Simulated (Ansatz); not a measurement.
## Mo$_{8}$Te$_{16}$H (charge +1): geometry relaxation (part 1 of 3)

System: Mo$_{8}$Te$_{16}$H (defect cell, 25 atoms in the cell, total charge +1).
Method: DFT PBE, scalar-relativistic, plane waves, PAW, no spin polarisation (Ansatz 0.2.0).

The structure derives from a Materials Project entry. It belongs to a series of runs on one base structure; here: H interstitial, charge +1, atoms relaxed at the host's cell.

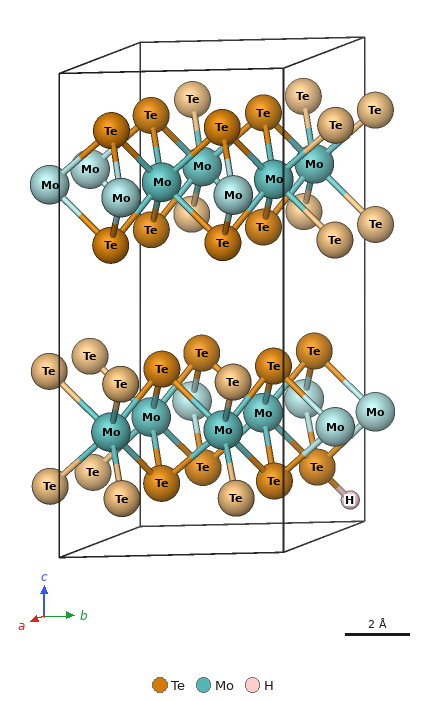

**Figure 1.** The structure as given in the input (ball-and-stick view of the cell of the calculation, seen slightly off an axis; neighbours outside the cell are drawn fainter). An atom can appear more than once, as a periodic image.

## Results in brief

```csv
quantity,value
outcome,converged
electrons treated,368
free energy,−151359.6739 eV
Fermi energy,10.926 eV
gap on the k-point mesh,0.70 eV
final volume,671.84 Å³
largest force (length of the vector) at the end,0.017 eV/Å
hardware,"4 threads of Intel Xeon @ 2.90GHz (Ice Lake), 192 GiB of memory available, shared host"
wall time,5.1 min (CPU time 19 min)
peak memory,3.3 GiB
```

The cell is charged and computed with a neutralising background, so its energy and pressure depend on the cell and aren't those of a real crystal.

## Input
```yaml
crystal:
  lattice:
    - [3.5566633053, -6.16032155, 0.0]
    - [-7.1133266104, -1.0e-10, 0.0]
    - [0.0, 0.0, -15.3316102852]
  atoms:
    - { symbol: Te, position: [0.1651095559, 0.3335276826, 0.3650616693] }
    - { symbol: Te, position: [0.6637862464, 0.3359986013, 0.363988425] }
    - { symbol: Te, position: [0.1647250597, 0.835070936, 0.364027942] }
    - { symbol: Te, position: [0.6662440406, 0.8346820483, 0.3650563096] }
    - { symbol: Te, position: [0.3280937671, 0.1667763255, 0.8683988092] }
    - { symbol: Te, position: [0.8261927287, 0.1697618952, 0.8690507986] }
    - { symbol: Te, position: [0.3305957795, 0.6685161801, 0.8683961998] }
    - { symbol: Te, position: [0.8263294396, 0.6640488409, 0.8701361835] }
    - { symbol: Te, position: [0.3306542086, 0.168404066, 0.6323998302] }
    - { symbol: Te, position: [0.8309731569, 0.1681423465, 0.6323506625] }
    - { symbol: Te, position: [0.3306587174, 0.668454412, 0.6325414686] }
    - { symbol: Te, position: [0.8307107256, 0.6684641783, 0.6323997129] }
    - { symbol: Te, position: [0.1641229851, 0.3390930439, 0.1287442772] }
    - { symbol: Te, position: [0.6645047382, 0.3353199922, 0.1281393505] }
    - { symbol: Te, position: [0.1593514399, 0.8465617148, 0.123681722] }
    - { symbol: Te, position: [0.6623500031, 0.8373071705, 0.1273767012] }
    - { symbol: Mo, position: [0.1639355891, 0.3349338737, 0.7504927124] }
    - { symbol: Mo, position: [0.664345781, 0.3347716986, 0.750121595] }
    - { symbol: Mo, position: [0.1638932101, 0.835220897, 0.7504593627] }
    - { symbol: Mo, position: [0.6641812697, 0.8351812368, 0.7504943459] }
    - { symbol: Mo, position: [0.3292485492, 0.1674839659, 0.2454358731] }
    - { symbol: Mo, position: [0.8306051359, 0.1692218798, 0.2464907824] }
    - { symbol: Mo, position: [0.3325762873, 0.6671416852, 0.249184444] }
    - { symbol: Mo, position: [0.8323269499, 0.6705368232, 0.2454544] }
    - { symbol: H, position: [0.0480123614, -0.0462878423, 0.0474860476] }
  host:
    lattice:
      - [3.5566633052, 0.0, 0.0]
      - [-1.7783316526, 3.080160775, 0.0]
      - [0.0, 0.0, 15.3316102852]
    atoms:
      - { symbol: Te, position: [0.3333333333, 0.6666666667, 0.6320701688] }
      - { symbol: Te, position: [0.6666666667, 0.3333333333, 0.1320701688] }
      - { symbol: Te, position: [0.6666666667, 0.3333333333, 0.3679298312] }
      - { symbol: Te, position: [0.3333333333, 0.6666666667, 0.8679298312] }
      - { symbol: Mo, position: [0.3333333333, 0.6666666667, 0.25] }
      - { symbol: Mo, position: [0.6666666667, 0.3333333333, 0.75] }
total_charge: 1
basis:
  ecutwfc: 420
  xc_grid: 2
kpoints:
  mp_grid: { grid: [2, 2, 2], shift: [0.0, 0.0, 0.0] }
hamiltonian:
  xc: pbe
scf:
  occupations: { method: gaussian, width: 0.01 }
output:
  forces: true
  stress: false
  eigenvalues: true
  charged_corrections:
    defect_position: [0.0, 0.0, 0.0]
    epsilon: [[19.933, 0.0, 0.0], [0.0, 19.933, 0.0], [0.0, 0.0, 6.4737]]
  write_density: true
  write_potential: true
  elf: true
  volumetric_format: npy
relax:
  adjacent_minimum: "off"
  f_tol: 0.025
  max_steps: 45
```

Command:
```bash
ansatz run input.yaml --threads 4 --pin off --max-ram 10240MiB --backend cpu --events-out ev --progress --plain --runs-dir out
```

## Output
```
Engine: ansatz 0.2.0, x86_64-unknown-linux-gnu
Pseudopotentials: kind: paw
Pseudopotential: Te, paw, valence charge 16, recommended cutoff 420 eV (normal), Te.paw.azcp
Pseudopotential: Mo, paw, valence charge 14, recommended cutoff 420 eV (normal), Mo.paw.azcp
Pseudopotential: H, paw, valence charge 1, recommended cutoff 420 eV (normal), H.paw.azcp
Functional definition: PBE
  parameter kappa = 0.804
  parameter beta = 0.06672455060314922
  exchange = pbe_x(kappa = kappa, mu = beta*pi^2/3)
  correlation = pbe_c(beta = beta)
Crystal: 25 atoms, lattice volume = 671.837 Å³
Basis set: ecut = 420 eV, 13065 PW (Γ), exchange–correlation on 96×96×216 points (8 copies of the dense FFT grid, shifted against one another)
Bands: 221, of which v1, the nominal top of the filled ones, is band 184 counted from 1 (183 counted from 0)
Symmetry: 1 space group operations
Space group: P1 (ITA 1), of the structure as read, at distance tolerance 8.8e-5 Å
k-points: 8
Non-local potential: Te, projectors of the file, l = 0: 2, l = 1: 2, l = 2: 2, l = 3: 2
Non-local potential: Mo, projectors of the file, l = 0: 3, l = 1: 2, l = 2: 2, l = 3: 1
Non-local potential: H, projectors of the file, l = 0: 2, l = 1: 1
PAW form: soft (Blöchl's): semilocal exchange-correlation on the pseudo side does not see the compensation charge
PAW one-centre angular grid: Te, 590 points (default); XC on 64 Gauss nodes
PAW one-centre angular grid: Mo, 590 points (default); XC on 64 Gauss nodes
PAW one-centre angular grid: H, 110 points (default); XC on 64 Gauss nodes
Initial density: superposition of atomic densities (neutral atoms scaled as one to the charged cell's electrons: chi_scale 0, normalization atom), corrected by the library's trained network
Initial wavefunctions: pseudopotential atomic-orbital guess
Functional: x = pbe(κ = 0.804, μ = 0.2195149727645171), c = pbe(β = 0.06672455060314922)
SCF iter   1: F=—  HF=-151359.761860 eV  |F-HF|=—  |Δ(HF+E_count)|=         —  Δρ=1.27e-2  dr2=3.67e0  ethr=1.77e-3  ⟨swp⟩=6.2  Hψ=6388  notcnv=0  defer=24
preconditioner: auto → Resta (q_TF=auto, 2.468 Å⁻¹)  ε∞=7.1  [insulator: Δε(μ)=0.438 eV  Ē_g=6.949 eV  σ=0.010 eV  W_gap=1.00  n_scr=174 (ndim 8)  ℏωp=17.2 eV  f_vac=0.104  D(μ)=0.00/eV (n_scr^D=0)  ε∞_Penn≈7.1]
SCF iter   2: F=—  HF=-151359.444944 eV  |F-HF|=—  |Δ(HF+E_count)|=   3.17e-1  Δρ=1.07e-2  dr2=1.98e0  ethr=9.97e-4  ⟨swp⟩=2.0  Hψ=2125  notcnv=0  defer=264
preconditioner: auto → LDOS  [metal: Δε(μ)=0.006 eV  Ē_g=7.016 eV  σ=0.010 eV  W_gap=0.35  n_scr=174 (ndim 8)  ℏωp=17.2 eV  f_vac=0.104  D(μ)=25.58/eV (n_scr^D=186)  β→1.0]
SCF iter   3: F=—  HF=-151359.284335 eV  |F-HF|=—  |Δ(HF+E_count)|=   1.61e-1  Δρ=2.92e-3  dr2=3.49e-1  ethr=5.38e-4  ⟨swp⟩=2.8  Hψ=1922  notcnv=0  defer=264
SCF iter   4: F=—  HF=-151359.254293 eV  |F-HF|=—  |Δ(HF+E_count)|=   3.00e-2  Δρ=2.14e-3  dr2=1.92e-1  ethr=9.48e-5  ⟨swp⟩=3.4  Hψ=2002  notcnv=0  defer=264
SCF iter   5: F=—  HF=-151359.247711 eV  |F-HF|=—  |Δ(HF+E_count)|=   6.58e-3  Δρ=2.42e-3  dr2=2.20e-1  ethr=5.21e-5  ⟨swp⟩=2.5  Hψ=2092  notcnv=0  defer=254
SCF iter   6: F=—  HF=-151359.241480 eV  |F-HF|=—  |Δ(HF+E_count)|=   6.23e-3  Δρ=1.36e-3  dr2=5.92e-2  ethr=5.21e-5  ⟨swp⟩=1.1  Hψ=1515  notcnv=0  defer=254
SCF iter   7: F=—  HF=-151359.239547 eV  |F-HF|=—  |Δ(HF+E_count)|=   1.93e-3  Δρ=2.81e-4  dr2=1.92e-3  ethr=1.61e-5  ⟨swp⟩=1.8  Hψ=1604  notcnv=0  defer=254
SCF iter   8: F=—  HF=-151359.240120 eV  |F-HF|=—  |Δ(HF+E_count)|=   5.74e-4  Δρ=2.39e-4  dr2=1.15e-3  ethr=5.21e-7  ⟨swp⟩=2.0  Hψ=1877  notcnv=0  defer=254
SCF iter   9: F=—  HF=-151359.240098 eV  |F-HF|=—  |Δ(HF+E_count)|=   2.24e-5  Δρ=1.80e-4  dr2=8.36e-4  ethr=3.13e-7  ⟨swp⟩=1.9  Hψ=1694  notcnv=0  defer=254
SCF iter  10: F=—  HF=-151359.240080 eV  |F-HF|=—  |Δ(HF+E_count)|=   1.76e-5  Δρ=8.97e-5  dr2=1.84e-4  ethr=2.27e-7  ⟨swp⟩=1.5  Hψ=1551  notcnv=0  defer=254
SCF iter  11: F=—  HF=-151359.240072 eV  |F-HF|=—  |Δ(HF+E_count)|=   8.31e-6  Δρ=3.88e-5  dr2=2.15e-5  ethr=5.01e-8  ⟨swp⟩=2.0  Hψ=1754  notcnv=0  defer=254
SCF iter  12: F=—  HF=-151359.240070 eV  |F-HF|=—  |Δ(HF+E_count)|=   1.76e-6  Δρ=2.99e-5  dr2=1.97e-5  ethr=4.25e-9  ⟨swp⟩=17.4  Hψ=14239  notcnv=0
SCF iter  13: F=-151359.240068 eV  HF=-151359.240069 eV  |F-HF|=1.58e-6  |Δ(HF+E_count)|=   1.08e-6  Δρ=1.44e-5  dr2=2.12e-6  ethr=4.25e-9  ⟨swp⟩=8.5  Hψ=11037  notcnv=0
SCF 1 converged in 13 iterations: F = -151359.240068 eV  dr2 = 2.12e-6
  greatest PAW one-centre occupation: 0.998 electrons in one spin orbital (limit 2), on the Mo atom at site 22 (counted from 0), in its partial waves of l = 0
relax step   1: F+E_penalty+E_count = -151359.24006767 eV  Δ(F+E_penalty+E_count) = +0.000e0 eV  max|allowed force component| = 3.867e-1 eV/Å  Δτ_max = 0.0000 Å  (13 SCF iters, dr2 threshold 1.56e-5 eV, accepted)
Initial density: handed on by an earlier stage of this run
Initial wavefunctions: those handed on with the density
iter 1 solved again at ethr=2.02e-4 eV; its pass at ethr=3.10e-3 eV (dr2=7.42e-1 eV) is discarded
SCF iter   1: F=—  HF=-151359.222245 eV  |F-HF|=—  |Δ(HF+E_count)|=         —  Δρ=7.97e-3  dr2=7.49e-1  ethr=2.02e-4  ⟨swp⟩=1.6  Hψ=5579  notcnv=0  defer=237
preconditioner: auto → Resta (q_TF=auto, 2.468 Å⁻¹)  ε∞=7.0  [insulator: Δε(μ)=0.110 eV  Ē_g=6.997 eV  σ=0.010 eV  W_gap=1.00  n_scr=174 (ndim 8)  ℏωp=17.2 eV  f_vac=0.113  D(μ)=0.00/eV (n_scr^D=0)  ε∞_Penn≈7.0]
SCF iter   2: F=—  HF=-151359.248300 eV  |F-HF|=—  |Δ(HF+E_count)|=   2.61e-2  Δρ=8.06e-3  dr2=1.32e0  ethr=2.02e-4  ⟨swp⟩=4.1  Hψ=3119  notcnv=0  defer=240
SCF iter   3: F=—  HF=-151359.164224 eV  |F-HF|=—  |Δ(HF+E_count)|=   8.41e-2  Δρ=3.91e-3  dr2=1.54e-1  ethr=2.02e-4  ⟨swp⟩=3.2  Hψ=2588  notcnv=0  defer=242
SCF iter   4: F=—  HF=-151359.153240 eV  |F-HF|=—  |Δ(HF+E_count)|=   1.10e-2  Δρ=1.73e-3  dr2=3.74e-2  ethr=4.18e-5  ⟨swp⟩=3.4  Hψ=2002  notcnv=0  defer=241
SCF iter   5: F=—  HF=-151359.150544 eV  |F-HF|=—  |Δ(HF+E_count)|=   2.70e-3  Δρ=6.71e-4  dr2=6.78e-3  ethr=1.02e-5  ⟨swp⟩=3.1  Hψ=1983  notcnv=0  defer=241
SCF iter   6: F=—  HF=-151359.150852 eV  |F-HF|=—  |Δ(HF+E_count)|=   3.07e-4  Δρ=3.14e-4  dr2=1.15e-3  ethr=1.84e-6  ⟨swp⟩=1.2  Hψ=1770  notcnv=0  defer=241
SCF iter   7: F=—  HF=-151359.150858 eV  |F-HF|=—  |Δ(HF+E_count)|=   5.95e-6  Δρ=1.62e-4  dr2=2.94e-4  ethr=3.13e-7  ⟨swp⟩=2.0  Hψ=1846  notcnv=0  defer=241
SCF iter   8: F=—  HF=-151359.150891 eV  |F-HF|=—  |Δ(HF+E_count)|=   3.27e-5  Δρ=8.94e-5  dr2=1.21e-4  ethr=7.98e-8  ⟨swp⟩=2.0  Hψ=1975  notcnv=0  defer=241
SCF iter   9: F=—  HF=-151359.150904 eV  |F-HF|=—  |Δ(HF+E_count)|=   1.38e-5  Δρ=4.88e-5  dr2=3.84e-5  ethr=3.28e-8  ⟨swp⟩=2.0  Hψ=1975  notcnv=0  defer=241
SCF iter  10: F=—  HF=-151359.150911 eV  |F-HF|=—  |Δ(HF+E_count)|=   6.31e-6  Δρ=3.76e-5  dr2=2.56e-5  ethr=1.04e-8  ⟨swp⟩=2.0  Hψ=1957  notcnv=0  defer=241
SCF iter  11: F=-151359.150914 eV  HF=-151359.150913 eV  |F-HF|=1.01e-6  |Δ(HF+E_count)|=   2.05e-6  Δρ=1.40e-5  dr2=3.18e-6  ethr=2.54e-9  ⟨swp⟩=15.8  Hψ=14299  notcnv=0
SCF 2 converged in 11 iterations: F = -151359.150914 eV  dr2 = 3.18e-6
[... from here on the iterations of each SCF are left out, up to the last one ...]
relax step   2: F+E_penalty+E_count = -151359.15091369 eV  Δ(F+E_penalty+E_count) = +8.915e-2 eV  max|allowed force component| = 6.176e-1 eV/Å  Δτ_max = 0.1907 Å  (11 SCF iters, dr2 threshold 9.35e-6 eV, rejected (line search))
preconditioner: auto → Resta (q_TF=auto, 2.468 Å⁻¹)  ε∞=7.0  [insulator: Δε(μ)=0.126 eV  Ē_g=6.993 eV  σ=0.010 eV  W_gap=1.00  n_scr=174 (ndim 8)  ℏωp=17.2 eV  f_vac=0.112  D(μ)=0.00/eV (n_scr^D=0)  ε∞_Penn≈7.0]
SCF 3 converged in 16 iterations: F = -151359.315296 eV  dr2 = 1.91e-8
relax step   3: F+E_penalty+E_count = -151359.31529600 eV  Δ(F+E_penalty+E_count) = -7.523e-2 eV  max|allowed force component| = 2.138e-1 eV/Å  Δτ_max = 0.0943 Å  (16 SCF iters, accepted)
preconditioner: auto → Resta (q_TF=auto, 2.468 Å⁻¹)  ε∞=7.0  [insulator: Δε(μ)=0.107 eV  Ē_g=6.993 eV  σ=0.010 eV  W_gap=1.00  n_scr=174 (ndim 8)  ℏωp=17.2 eV  f_vac=0.113  D(μ)=0.00/eV (n_scr^D=0)  ε∞_Penn≈7.0]
SCF 4 converged in 9 iterations: F = -151359.350720 eV  dr2 = 9.79e-7
relax step   4: F+E_penalty+E_count = -151359.35071983 eV  Δ(F+E_penalty+E_count) = -3.542e-2 eV  max|allowed force component| = 2.291e-1 eV/Å  Δτ_max = 0.0955 Å  (9 SCF iters, dr2 threshold 2.86e-6 eV, accepted)
preconditioner: auto → Resta (q_TF=auto, 2.468 Å⁻¹)  ε∞=7.0  [insulator: Δε(μ)=0.183 eV  Ē_g=7.001 eV  σ=0.010 eV  W_gap=1.00  n_scr=174 (ndim 8)  ℏωp=17.2 eV  f_vac=0.113  D(μ)=0.00/eV (n_scr^D=0)  ε∞_Penn≈7.0]
SCF 5 converged in 8 iterations: F = -151359.406068 eV  dr2 = 8.54e-6
relax step   5: F+E_penalty+E_count = -151359.40606808 eV  Δ(F+E_penalty+E_count) = -5.535e-2 eV  max|allowed force component| = 2.583e-1 eV/Å  Δτ_max = 0.1480 Å  (8 SCF iters, dr2 threshold 1.60e-5 eV, accepted)
preconditioner: auto → Resta (q_TF=auto, 2.468 Å⁻¹)  ε∞=7.0  [insulator: Δε(μ)=0.296 eV  Ē_g=7.008 eV  σ=0.010 eV  W_gap=1.00  n_scr=174 (ndim 8)  ℏωp=17.2 eV  f_vac=0.113  D(μ)=0.00/eV (n_scr^D=0)  ε∞_Penn≈7.0]
SCF 6 converged in 8 iterations: F = -151359.486351 eV  dr2 = 1.00e-5
  Residual-converged pass: ⟨swp⟩=1.0  Hψ=1800  notcnv=0  max |occ|·‖R‖ = 7.0e-9 eV (tolerance 1.0e-8 eV)  dr2=1.00e-5  dr2_onsite=1.15e-7  max |Δocc| = 4.2e-58
relax step   6: F+E_penalty+E_count = -151359.48635069 eV  Δ(F+E_penalty+E_count) = -8.028e-2 eV  max|allowed force component| = 3.137e-1 eV/Å  Δτ_max = 0.1972 Å  (8 SCF iters, dr2 threshold 6.67e-5 eV, accepted)
preconditioner: auto → Resta (q_TF=auto, 2.468 Å⁻¹)  ε∞=7.0  [insulator: Δε(μ)=0.429 eV  Ē_g=7.017 eV  σ=0.010 eV  W_gap=1.00  n_scr=174 (ndim 8)  ℏωp=17.2 eV  f_vac=0.114  D(μ)=0.00/eV (n_scr^D=0)  ε∞_Penn≈7.0]
SCF 7 converged in 7 iterations: F = -151359.563660 eV  dr2 = 6.46e-5
relax step   7: F+E_penalty+E_count = -151359.56365970 eV  Δ(F+E_penalty+E_count) = -7.731e-2 eV  max|allowed force component| = 2.158e-1 eV/Å  Δτ_max = 0.1963 Å  (7 SCF iters, dr2 threshold 9.84e-5 eV, accepted)
preconditioner: auto → Resta (q_TF=auto, 2.468 Å⁻¹)  ε∞=7.0  [insulator: Δε(μ)=0.568 eV  Ē_g=7.015 eV  σ=0.010 eV  W_gap=1.00  n_scr=174 (ndim 8)  ℏωp=17.2 eV  f_vac=0.114  D(μ)=0.00/eV (n_scr^D=0)  ε∞_Penn≈7.0]
SCF 8 converged in 7 iterations: F = -151359.615132 eV  dr2 = 2.10e-5
relax step   8: F+E_penalty+E_count = -151359.61513237 eV  Δ(F+E_penalty+E_count) = -5.147e-2 eV  max|allowed force component| = 5.277e-1 eV/Å  Δτ_max = 0.1987 Å  (7 SCF iters, dr2 threshold 2.20e-5 eV, accepted)
preconditioner: auto → Resta (q_TF=auto, 2.468 Å⁻¹)  ε∞=7.0  [insulator: Δε(μ)=0.684 eV  Ē_g=7.025 eV  σ=0.010 eV  W_gap=1.00  n_scr=174 (ndim 8)  ℏωp=17.2 eV  f_vac=0.110  D(μ)=0.00/eV (n_scr^D=0)  ε∞_Penn≈7.0]
SCF 9 converged in 7 iterations: F = -151359.663662 eV  dr2 = 4.75e-5
relax step   9: F+E_penalty+E_count = -151359.66366194 eV  Δ(F+E_penalty+E_count) = -4.853e-2 eV  max|allowed force component| = 2.354e-1 eV/Å  Δτ_max = 0.2000 Å  (7 SCF iters, dr2 threshold 1.00e-4 eV, accepted)
preconditioner: auto → Resta (q_TF=auto, 2.468 Å⁻¹)  ε∞=7.0  [insulator: Δε(μ)=0.736 eV  Ē_g=7.025 eV  σ=0.010 eV  W_gap=1.00  n_scr=174 (ndim 8)  ℏωp=17.2 eV  f_vac=0.110  D(μ)=0.00/eV (n_scr^D=0)  ε∞_Penn≈7.0]
SCF 10 converged in 8 iterations: F = -151359.671035 eV  dr2 = 2.08e-6
relax step  10: F+E_penalty+E_count = -151359.67103483 eV  Δ(F+E_penalty+E_count) = -7.373e-3 eV  max|allowed force component| = 7.018e-2 eV/Å  Δτ_max = 0.1886 Å  (8 SCF iters, dr2 threshold 1.10e-5 eV, accepted)
SCF iter   1: F=—  HF=-151359.674385 eV  |F-HF|=—  |Δ(HF+E_count)|=         —  Δρ=1.17e-3  dr2=7.29e-3  ethr=1.68e-5  ⟨swp⟩=4.0  Hψ=3200  notcnv=0  defer=248
preconditioner: auto → Resta (q_TF=auto, 2.468 Å⁻¹)  ε∞=7.0  [insulator: Δε(μ)=0.705 eV  Ē_g=7.024 eV  σ=0.010 eV  W_gap=1.00  n_scr=174 (ndim 8)  ℏωp=17.2 eV  f_vac=0.110  D(μ)=0.00/eV (n_scr^D=0)  ε∞_Penn≈7.0]
SCF iter   2: F=—  HF=-151359.673736 eV  |F-HF|=—  |Δ(HF+E_count)|=   6.49e-4  Δρ=7.42e-4  dr2=3.85e-3  ethr=1.98e-6  ⟨swp⟩=2.0  Hψ=2109  notcnv=0  defer=248
SCF iter   3: F=—  HF=-151359.673991 eV  |F-HF|=—  |Δ(HF+E_count)|=   2.55e-4  Δρ=6.95e-4  dr2=8.34e-3  ethr=1.05e-6  ⟨swp⟩=2.0  Hψ=2268  notcnv=0  defer=248
SCF iter   4: F=—  HF=-151359.673369 eV  |F-HF|=—  |Δ(HF+E_count)|=   6.22e-4  Δρ=9.48e-5  dr2=9.29e-5  ethr=1.05e-6  ⟨swp⟩=2.0  Hψ=2000  notcnv=0  defer=248
SCF iter   5: F=—  HF=-151359.673936 eV  |F-HF|=—  |Δ(HF+E_count)|=   5.67e-4  Δρ=4.72e-5  dr2=2.15e-5  ethr=2.52e-8  ⟨swp⟩=2.0  Hψ=1929  notcnv=0  defer=248
SCF iter   6: F=—  HF=-151359.673937 eV  |F-HF|=—  |Δ(HF+E_count)|=   1.07e-6  Δρ=2.87e-5  dr2=1.36e-5  ethr=5.85e-9  ⟨swp⟩=2.0  Hψ=1990  notcnv=0  defer=248
SCF iter   7: F=—  HF=-151359.673937 eV  |F-HF|=—  |Δ(HF+E_count)|=   2.40e-7  Δρ=1.47e-5  dr2=3.36e-6  ethr=3.71e-9  ⟨swp⟩=2.0  Hψ=1943  notcnv=0  defer=248
SCF iter   8: F=—  HF=-151359.673937 eV  |F-HF|=—  |Δ(HF+E_count)|=   6.14e-8  Δρ=5.59e-6  dr2=4.59e-7  ethr=9.13e-10  ⟨swp⟩=2.0  Hψ=1899  notcnv=0  defer=248
SCF iter   9: F=-151359.673937 eV  HF=-151359.673937 eV  |F-HF|=1.01e-8  |Δ(HF+E_count)|=   1.50e-7  Δρ=2.39e-6  dr2=9.61e-8  ethr=2.72e-11  ⟨swp⟩=14.1  Hψ=12526  notcnv=0
SCF 11 converged in 9 iterations: F = -151359.673937 eV  dr2 = 9.61e-8
relax step  11: F+E_penalty+E_count = -151359.67393717 eV  Δ(F+E_penalty+E_count) = -2.902e-3 eV  max|allowed force component| = 1.737e-2 eV/Å  Δτ_max = 0.0259 Å  (9 SCF iters, accepted)
```
